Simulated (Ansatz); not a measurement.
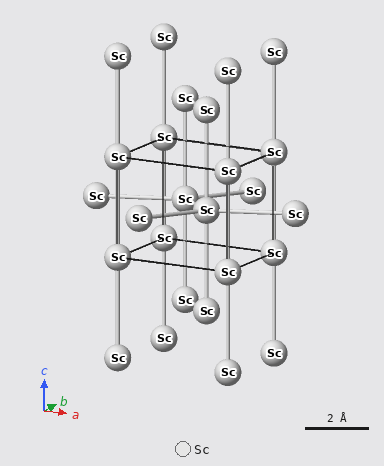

Ball-and-stick drawing of the structure, looking slightly off an axis. Atoms at the boundary of the conventional unit cell (the box) are drawn once for each face, edge or corner they touch. The bonded neighbours beyond the faces are included.

Sc, ω phase (AlB₂-like), space group P6/mmm (No. 191), a = 5.121 Å, b = 5.121 Å, c = 3.233 Å, α = 90.00°, β = 90.00°, γ = 120.00°. Its origin is a structure listed in the Materials Project. Earlier steps of the study may have refined or changed the cell and positions. It went into a calculation with Ansatz.

This one geometry was computed with Ansatz (DFT, plane waves, PAW) at three levels of theory: PBE, LDA and r2SCAN.

Which level gives the highest pressure at this volume, and what does that say about its equilibrium volume?

Highest: PBE (0.0 GPa) and r2SCAN (0.4 GPa), which points to the largest equilibrium volume. Lowest, with the smallest volume: LDA (-4.8 GPa). Levels within 0.5 GPa of each other can't be told apart.

How does the band gap change with the level of theory?

All levels give a metal.

Collect the results in a table.

| level | cutoff (eV) | k-mesh of the run's cell | gap (eV) | pressure (GPa) |
| --- | --- | --- | --- | --- |
| PBE | 420 | 10×10×14 | metal | 0.0 |
| LDA | 420 | 10×10×14 | metal | -4.8 |
| r2SCAN | 500 | 10×10×14 | metal | 0.4 |

Gaps are taken on the k-mesh or band path of each run.
